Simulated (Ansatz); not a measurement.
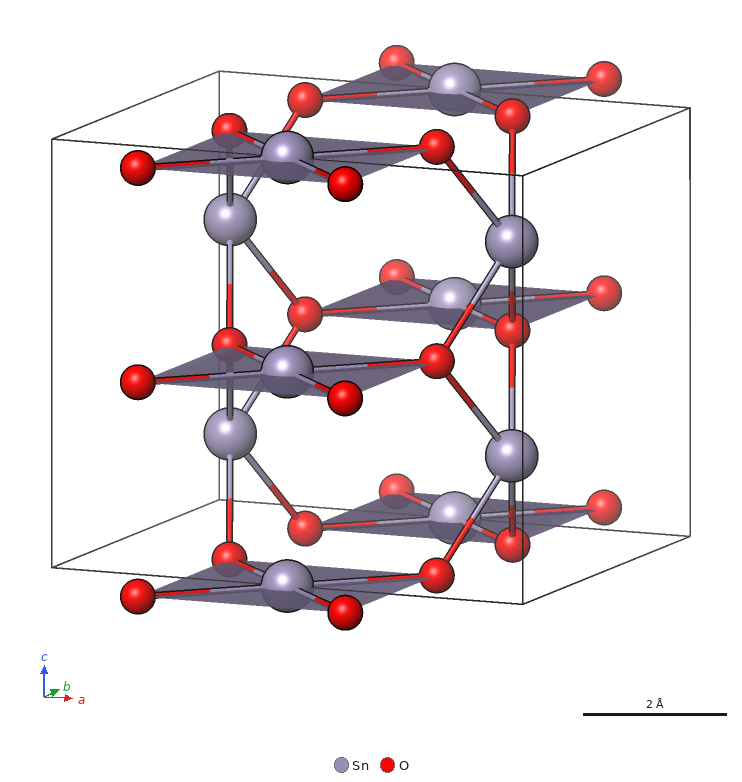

The structure as given in the input (polyhedral view of the cell of the calculation, seen slightly off an axis; polyhedra are completed across the faces of the cell).

# Run report: Sn$_{3}$O$_{4}$, band-structure calculation

Sn$_{3}$O$_{4}$ (14 atoms in the cell), computed with DFT PBE, scalar-relativistic, plane waves, PAW, no spin polarisation (Ansatz 0.2.0).

The structure derives from a Materials Project entry.

**Input**
```yaml
crystal:
  lattice:
    - [7.1964843136, 0.0, 0.0066358109]
    - [0.0, 5.8453674166, 0.0]
    - [-0.006895503, 0.0, 6.0986465819]
  atoms:
    - { symbol: Sn, position: [0.7989685332, 0.5000002816, 0.2500171667] }
    - { symbol: Sn, position: [0.2010314668, 0.5000002816, 0.2499828333] }
    - { symbol: Sn, position: [0.2010314668, 0.4999997184, 0.7499828333] }
    - { symbol: Sn, position: [0.7989685332, 0.4999997184, 0.7500171667] }
    - { symbol: Sn, position: [0.5, 0.0, 0.0] }
    - { symbol: Sn, position: [0.5, 0.0, 0.5] }
    - { symbol: O, position: [0.7200340225, 0.2739681733, 1.0000024878] }
    - { symbol: O, position: [0.2799659775, 0.2739681733, 0.4999975122] }
    - { symbol: O, position: [0.2799659775, 0.7260318267, -2.4878e-06] }
    - { symbol: O, position: [0.7200340225, 0.7260318267, 0.5000024878] }
    - { symbol: O, position: [0.279717676, 0.2737734246, -1.9187e-06] }
    - { symbol: O, position: [0.720282324, 0.2737734246, 0.5000019187] }
    - { symbol: O, position: [0.720282324, 0.7262265754, 1.0000019187] }
    - { symbol: O, position: [0.279717676, 0.7262265754, 0.4999980813] }
basis:
  ecutwfc: 420
kpoints:
  mp_grid: { grid: [6, 6, 6] }
  band_path:
    path:
      - [0.0, 0.0, 0.0]
      - [0.0, 0.5, 0.0]
      - [0.0, 0.5, 0.5]
      - [0.0, 0.0, 0.5]
      - [0.0, 0.0, 0.0]
      - [-0.5, 0.0, 0.5]
      - [-0.5, 0.5, 0.5]
      - [0.0, 0.5, 0.0]
      - [-0.5, 0.5, 0.0]
      - [-0.5, 0.0, 0.0]
      - [0.0, 0.0, 0.0]
    npoints: 10
hamiltonian:
  xc: pbe
scf:
  occupations: { method: gaussian, width: 0.1 }
  n_extra_bands: 35
output:
  forces: true
  stress: true
  eigenvalues: true
  populations: true
  dos: { projected: true, de: 0.02, nscf_kmesh: { grid: [9, 9, 9] } }
  bader: false
  write_density: true
  write_potential: true
  elf: true
  volumetric_format: npy
```

Hardware: 4 threads of Arm Neoverse V1, 24 GiB of memory available, shared host.

Launched with:
```bash
ansatz run input.yaml --threads 4 --pin off --max-ram 10240MiB --backend cpu --events-out ev --progress --plain --runs-dir out
```

**What the program printed**
```
scf.n_extra_bands = 35 over 66 filled bands (N_el = 132.0): the run solves 101 bands
Engine: ansatz 0.2.0, aarch64-unknown-linux-gnu
Pseudopotentials: kind: paw
Pseudopotential: Sn, paw, valence charge 14, recommended cutoff 420 eV (normal), Sn.paw.azcp
Pseudopotential: O, paw, valence charge 6, recommended cutoff 420 eV (normal), O.paw.azcp
Functional definition: PBE
  parameter kappa = 0.804
  parameter beta = 0.06672455060314922
  exchange = pbe_x(kappa = kappa, mu = beta*pi^2/3)
  correlation = pbe_c(beta = beta)
Crystal: 14 atoms, lattice volume = 256.547 Å³
Basis set: ecut = 420 eV, 4995 PW (Γ), exchange–correlation on 100×80×90 points (8 copies of the dense FFT grid, shifted against one another)
Bands: 101, of which v1, the nominal top of the filled ones, is band 66 counted from 1 (65 counted from 0)
Symmetry: 4 space group operations
Space group: P2/c (ITA 13), of the structure as read, at distance tolerance 6.4e-5 Å
k-points: 80 of 216
Non-local potential: Sn, projectors of the file, l = 0: 2, l = 1: 2, l = 2: 2, l = 3: 2
Non-local potential: O, projectors of the file, l = 0: 2, l = 1: 2, l = 2: 1
PAW form: soft (Blöchl's): semilocal exchange-correlation on the pseudo side does not see the compensation charge
PAW one-centre angular grid: Sn, 590 points (default); XC on 64 Gauss nodes
PAW one-centre angular grid: O, 110 points (default); XC on 64 Gauss nodes
Initial density: superposition of atomic densities (neutral atoms: chi_scale 0, normalization atom), corrected by the library's trained network
Initial wavefunctions: pseudopotential atomic-orbital guess
Functional: x = pbe(κ = 0.804, μ = 0.2195149727645171), c = pbe(β = 0.06672455060314922)
SCF iter   1: F=—  HF=-40681.215492 eV  |F-HF|=—  |Δ(HF+E_count)|=         —  Δρ=3.46e-3  dr2=4.12e-2  ethr=1.77e-3  ⟨swp⟩=5.3  Hψ=34369  notcnv=0  defer=1408
preconditioner: auto → Resta (q_TF=auto, 2.442 Å⁻¹)  ε∞=2.5  [insulator: Δε(μ)=0.178 eV  Ē_g=21.475 eV  σ=0.100 eV  W_gap=0.77  n_scr=64 (ndim 8)  ℏωp=26.6 eV  f_vac=0.166  D(μ)=0.20/eV (n_scr^D=0)  ε∞_Penn≈2.5]
SCF iter   2: F=—  HF=-40681.211946 eV  |F-HF|=—  |Δ(HF+E_count)|=   3.55e-3  Δρ=1.83e-3  dr2=9.87e-3  ethr=3.12e-5  ⟨swp⟩=1.5  Hψ=9810  notcnv=0  defer=1550
SCF iter   3: F=—  HF=-40681.211902 eV  |F-HF|=—  |Δ(HF+E_count)|=   4.34e-5  Δρ=3.11e-4  dr2=3.56e-4  ethr=7.48e-6  ⟨swp⟩=2.0  Hψ=8036  notcnv=0  defer=1550
SCF iter   4: F=—  HF=-40681.212043 eV  |F-HF|=—  |Δ(HF+E_count)|=   1.40e-4  Δρ=1.13e-4  dr2=3.79e-5  ethr=2.70e-7  ⟨swp⟩=2.0  Hψ=10885  notcnv=0  defer=1550
SCF iter   5: F=—  HF=-40681.211514 eV  |F-HF|=—  |Δ(HF+E_count)|=   5.29e-4  Δρ=1.41e-4  dr2=4.98e-5  ethr=2.87e-8  ⟨swp⟩=2.0  Hψ=8706  notcnv=0  defer=1550
SCF iter   6: F=—  HF=-40681.211508 eV  |F-HF|=—  |Δ(HF+E_count)|=   6.17e-6  Δρ=6.06e-5  dr2=9.36e-6  ethr=2.87e-8  ⟨swp⟩=2.0  Hψ=8643  notcnv=0  defer=1550
SCF iter   7: F=—  HF=-40681.211507 eV  |F-HF|=—  |Δ(HF+E_count)|=   8.10e-7  Δρ=2.18e-5  dr2=1.08e-6  ethr=7.09e-9  ⟨swp⟩=2.0  Hψ=7680  notcnv=0  defer=1550
SCF iter   8: F=-40681.211507 eV  HF=-40681.211507 eV  |F-HF|=3.71e-8  |Δ(HF+E_count)|=   1.57e-7  Δρ=3.99e-6  dr2=5.30e-8  ethr=7.58e-11  ⟨swp⟩=18.9  Hψ=75942  notcnv=0
SCF 1 converged in 8 iterations: F = -40681.211507 eV  dr2 = 5.30e-8
  greatest PAW one-centre occupation: 0.995 electrons in one spin orbital (limit 2), on the Sn atom at site 2 (counted from 0), in its partial waves of l = 2
```

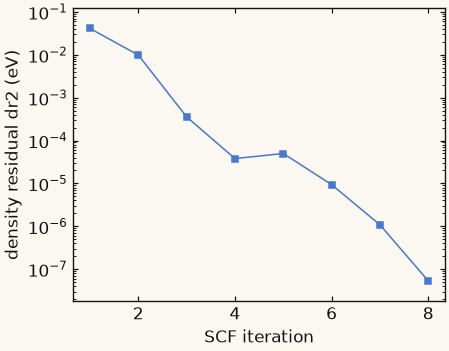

Convergence of the self-consistent field: density residual dr2 against the SCF iteration. The residual falls almost steadily, with no more than small rises.

```
NSCF: frozen V_eff on 101 k-points
NSCF: frozen V_eff on 205 k-points
SCF converged after 8 iterations
Free energy (F): -40681.211507 eV
Harris-Foulkes:  -40681.211507 eV  (|F-HF|=3.71e-8)
Internal energy: -40681.210386 eV  (E = F + TS)
E sigma→0 (E₀):  -40681.210946 eV
Entropy (-TS):   -0.001121 eV (-0.080 meV/atom)
Fermi energy:    7.043468 eV
--- Per-component energies (eV) ---
  E_band       = -849.399801
  E_kinetic    = 2518.024885
  E_local      = -10865.286617  (includes V_loc(G=0)·N_el)
  E_nonlocal   = 199.678095
  E_hartree    = 5540.581367
  E_xc         = -2873.095431
  E_vxc        = -1315.722939  (∫ρ·V_xc dr)
  E_paw        = -26114.591637  (= ΣΔE_a)
  E_vpaw       = -2467.266640  (= ΣTr[D̂ρ^β])
  E_aug_tail   = 0.019185  (compensation charges beyond the density's cutoff)
  E_ewald      = -9086.540234
  E_smearing   = -0.001121  (= −TS)
  E_closure    = 0.000000  (closes the sum)
  Σ components = -40681.211507   (vs F -40681.211507, Δ=0.00e0)
--- Forces (eV/Å), atoms counted from 1 ---
  atom   1  Sn     0.00040253     0.00000501     0.00002543
  atom   2  Sn    -0.00040253     0.00000501    -0.00002543
  atom   3  Sn    -0.00040253    -0.00000501    -0.00002543
  atom   4  Sn     0.00040253    -0.00000501     0.00002543
  atom   5  Sn    -0.00000000    -0.00000000     0.00000000
  atom   6  Sn     0.00000000     0.00000000     0.00000000
  atom   7  O     -0.00116881    -0.00211305    -0.00007885
  atom   8  O      0.00116881    -0.00211305     0.00007885
  atom   9  O      0.00116881     0.00211305     0.00007885
  atom  10  O     -0.00116881     0.00211305    -0.00007885
  atom  11  O      0.00215962    -0.00149703     0.00005270
  atom  12  O     -0.00215962    -0.00149703    -0.00005270
  atom  13  O     -0.00215962     0.00149703    -0.00005270
  atom  14  O      0.00215962     0.00149703     0.00005270
  max |Σ_I F_I| component: 5.42e-20 eV/Å
--- Stress (GPa, compression-positive) ---
       -0.008294       0.000000       0.005508
        0.000000       0.003038      -0.000000
        0.005508      -0.000000      -0.018714
  P = ⅓ Tr σ = -0.0080 GPa (-0.080 kbar)
--- Band table (eV; the first three rows and the last of 80) ---
  k-point 0: bands = ["-14.9659", "-14.9468", "-14.8553", "-14.7134", "-14.5868", "-14.4745", "-14.4455", "-14.4350", "-14.3856", "-14.3441", "-14.3360", "-14.2941", "-14.2712", "-14.2616", "-14.2440", "-14.2400", "-14.2072", "-14.1883", "-14.1027", "-14.0700", "-13.9553", "-13.9493", "-13.8937", "-13.7937", "-13.7904", "-13.7737", "-13.7604", "-13.6730", "-13.6712", "-13.6322", "-11.6511", "-11.3850", "-11.0110", "-10.9185", "-10.7749", "-10.3640", "-9.6337", "-9.2923", "-2.2476", "-1.2133", "-0.2352", "-0.0951", "0.0562", "1.2546", "1.4709", "1.9354", "2.2207", "2.2754", "2.4041", "3.3739", "3.6652", "3.7787", "3.8570", "3.9072", "3.9906", "4.3300", "4.6921", "4.7391", "4.9219", "4.9722", "5.0912", "5.3752", "5.4547", "5.6408", "6.6779", "6.7319", "7.1769", "7.4288", "9.6870", "9.7097", "9.8070", "10.6254", "11.1381", "12.7123", "12.7623", "12.8913", "13.2262", "13.5115", "13.7813", "13.9879", "14.0908", "14.8296", "15.2937", "15.3921", "15.5812", "15.8897", "15.9641", "16.5067", "16.6972", "17.1419", "17.2869", "17.6942", "18.0689", "18.1895", "18.3193", "18.3988", "18.5610", "19.1250", "19.5210", "20.2056", "20.4821"]
  k-point 1: bands = ["-14.9331", "-14.9130", "-14.8256", "-14.6788", "-14.5836", "-14.4667", "-14.4531", "-14.4487", "-14.4306", "-14.3379", "-14.3357", "-14.3103", "-14.3010", "-14.2658", "-14.2428", "-14.2426", "-14.2161", "-14.1933", "-14.1284", "-14.1036", "-13.9405", "-13.9332", "-13.8955", "-13.7858", "-13.7826", "-13.7727", "-13.7613", "-13.6813", "-13.6794", "-13.6536", "-11.6139", "-11.3567", "-11.0612", "-10.9537", "-10.6929", "-10.2892", "-9.7078", "-9.3633", "-2.1696", "-1.1613", "-0.1714", "-0.1413", "0.0753", "1.2947", "1.4058", "2.0736", "2.3284", "2.3623", "2.3655", "3.3161", "3.5076", "3.5857", "3.6958", "3.9045", "4.0351", "4.6333", "4.6418", "4.6591", "4.6987", "4.8032", "5.1108", "5.3556", "5.4671", "5.6276", "5.6886", "7.1068", "7.7556", "8.0465", "9.7976", "9.8559", "9.9506", "10.6588", "11.2517", "12.5640", "12.6108", "12.8777", "13.2475", "13.5074", "13.9822", "14.0392", "14.1046", "14.2613", "14.6330", "15.2072", "15.4748", "15.9203", "16.0615", "16.1689", "16.5728", "17.0990", "17.4062", "17.7960", "18.2149", "18.2411", "18.4170", "18.4751", "18.8324", "19.4410", "19.9079", "20.1485", "20.6939"]
  k-point 2: bands = ["-14.8398", "-14.8174", "-14.7481", "-14.5955", "-14.5880", "-14.5517", "-14.5372", "-14.4546", "-14.4430", "-14.3544", "-14.3426", "-14.3387", "-14.3073", "-14.2652", "-14.2544", "-14.2493", "-14.2203", "-14.2161", "-14.1912", "-14.1758", "-13.9241", "-13.9009", "-13.8736", "-13.7702", "-13.7640", "-13.7638", "-13.7612", "-13.7120", "-13.7038", "-13.7015", "-11.5090", "-11.2778", "-11.1918", "-11.0462", "-10.4755", "-10.0887", "-9.9103", "-9.5565", "-1.9432", "-1.2554", "-0.0535", "0.0435", "0.1182", "1.0547", "1.4990", "2.4210", "2.4667", "2.4686", "2.7566", "2.7612", "3.2100", "3.2358", "3.7732", "3.8228", "4.0500", "4.1575", "4.5073", "4.5125", "4.5345", "4.5948", "5.1618", "5.3025", "5.5004", "5.5924", "5.7189", "6.8616", "8.4497", "9.5395", "9.6341", "10.1773", "10.5937", "10.7786", "11.6049", "12.1574", "12.4023", "12.7791", "12.9768", "13.3057", "13.5790", "13.7823", "13.8625", "14.0028", "14.2948", "14.4437", "14.6945", "16.1177", "16.1673", "16.3445", "16.9826", "17.2005", "17.9188", "17.9436", "17.9857", "18.3408", "18.5258", "18.7459", "19.3914", "19.4450", "20.4886", "20.5357", "20.5799"]
  k-point 79: bands = ["-14.6837", "-14.6837", "-14.6766", "-14.6766", "-14.6658", "-14.6658", "-14.4917", "-14.4917", "-14.4046", "-14.4046", "-14.3444", "-14.3444", "-14.2645", "-14.2645", "-14.2583", "-14.2583", "-14.2580", "-14.2580", "-14.2077", "-14.2077", "-13.9663", "-13.9663", "-13.7709", "-13.7709", "-13.7663", "-13.7663", "-13.7349", "-13.7349", "-13.7314", "-13.7314", "-11.2151", "-11.2151", "-10.9544", "-10.9544", "-10.2769", "-10.2769", "-10.1766", "-10.1766", "-0.6050", "-0.6050", "0.1221", "0.1221", "0.2045", "0.2045", "1.8949", "1.8949", "2.3745", "2.3745", "2.7431", "2.7431", "2.9404", "2.9404", "3.4565", "3.4565", "3.6732", "3.6732", "3.6739", "3.6739", "4.7775", "4.7775", "4.9044", "4.9044", "6.0143", "6.0143", "6.8797", "6.8797", "9.1154", "9.1154", "11.2715", "11.2715", "11.4561", "11.4561", "11.7192", "11.7192", "11.8214", "11.8214", "12.4663", "12.4663", "13.0090", "13.0090", "13.5663", "13.5663", "15.0845", "15.0845", "16.5742", "16.5742", "17.0136", "17.0136", "17.4455", "17.4455", "17.9081", "17.9081", "18.1352", "18.1352", "18.1778", "18.1778", "19.9410", "19.9410", "19.9947", "19.9947", "20.1899"]
--- Löwdin populations: 14 sites ---
  site symbol       q [e]
     0     Sn     12.7502
     1     Sn     12.7502
     2     Sn     12.7502
     3     Sn     12.7502
     4     Sn     13.0513
     5     Sn     13.0513
     6      O      6.7791
     7      O      6.7791
     8      O      6.7791
     9      O      6.7791
    10      O      6.7791
    11      O      6.7791
    12      O      6.7791
    13      O      6.7791
  spilling = 0.005025 (of n_electrons = 132.000000)
```

**File populations.tsv**
```
# site	symbol	l	j	q
# orbitals = lowdin
# n_electrons = 132.000000
# spilling = 0.005025
0	Sn	0_5S	-	1.139102
0	Sn	1_5P	-	1.620377
0	Sn	2_4D	-	9.990764
1	Sn	0_5S	-	1.139102
1	Sn	1_5P	-	1.620377
1	Sn	2_4D	-	9.990764
2	Sn	0_5S	-	1.139102
2	Sn	1_5P	-	1.620377
2	Sn	2_4D	-	9.990764
3	Sn	0_5S	-	1.139102
3	Sn	1_5P	-	1.620377
3	Sn	2_4D	-	9.990764
4	Sn	0_5S	-	1.352914
4	Sn	1_5P	-	1.703520
4	Sn	2_4D	-	9.994895
5	Sn	0_5S	-	1.352914
5	Sn	1_5P	-	1.703520
5	Sn	2_4D	-	9.994895
6	O	0_2S	-	1.779665
6	O	1_2P	-	4.999464
7	O	0_2S	-	1.779665
7	O	1_2P	-	4.999464
8	O	0_2S	-	1.779665
8	O	1_2P	-	4.999464
9	O	0_2S	-	1.779665
9	O	1_2P	-	4.999464
10	O	0_2S	-	1.779794
10	O	1_2P	-	4.999356
11	O	0_2S	-	1.779794
11	O	1_2P	-	4.999356
12	O	0_2S	-	1.779794
12	O	1_2P	-	4.999356
13	O	0_2S	-	1.779794
13	O	1_2P	-	4.999356
```

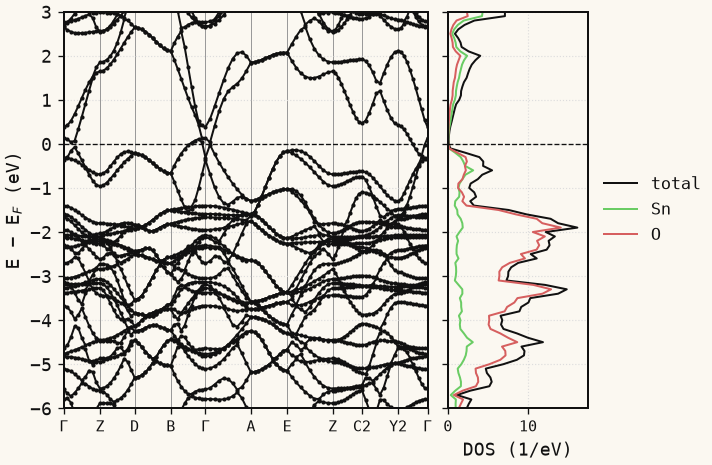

Band structure along Γ–Z–D–B–Γ–A–E–Z–C2–Y2–Γ and density of states (projected on Löwdin-orthogonalised atomic shells), with energies from the Fermi level. Bands cross the Fermi level: a metal at this level of theory.

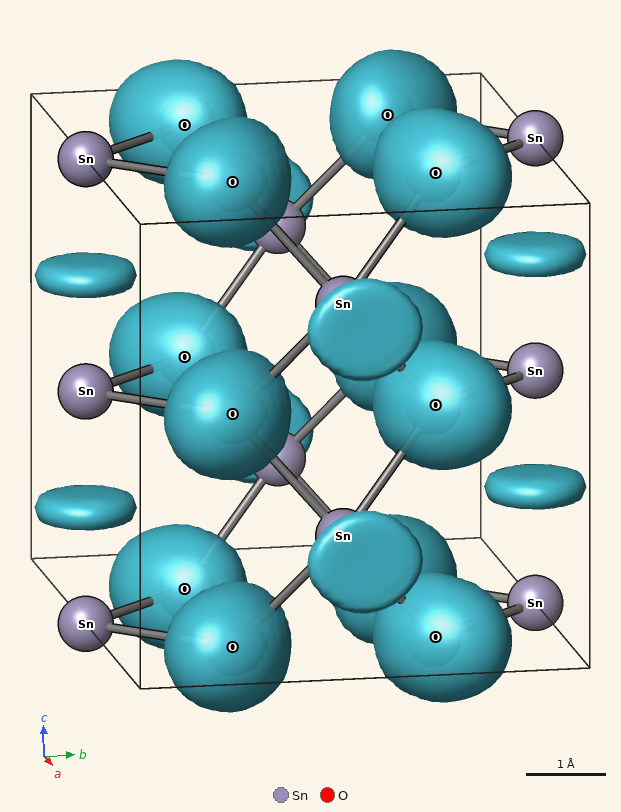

Isosurface of the electron localisation function at 0.7 (cyan), seen slightly off an axis. Core shells and regions of very low density are left out. Sticks mark near contacts. The outline is the calculation cell. Values along the shortest contacts: Sn–O (2.10 Å): the ELF is about 0.25 at the midpoint; a polar contact without a shared pair, in a metal. Sn–Sn (2.89 Å): the ELF peaks at about 0.80 between the atoms (a covalent bond). Core electrons are frozen (PAW), so the fields are smoothed inside the atomic spheres.

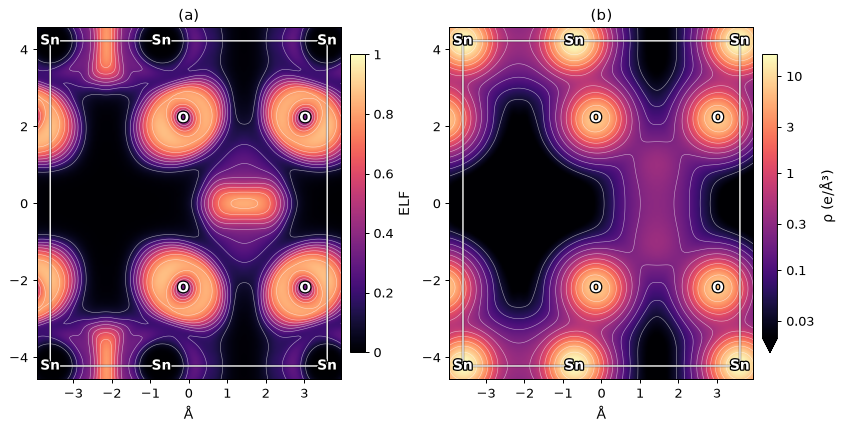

(a) ELF; (b) valence charge density (pseudo) on the (011̄) plane of the calculation cell. Atoms in the plane: Sn and O. Sn–O (2.10 Å): the density is about 0.63 e/Å³ at the midpoint; the ELF is about 0.25 at the midpoint (no shared pair; the contact is polar). The density dies away to nearly zero in the voids.

**Results in brief**

```csv
quantity,value
outcome,converged
space group (tolerance 0.01 Å),Pmmm (47)
electrons treated,132
free energy,−40681.2115 eV
Fermi energy,7.043 eV
gap on the k-point mesh,none (metallic)
pressure,−0.01 GPa
largest force (length of the vector),0.003 eV/Å
wall time,3.2 min (CPU time 12 min)
peak memory,3.1 GiB
```
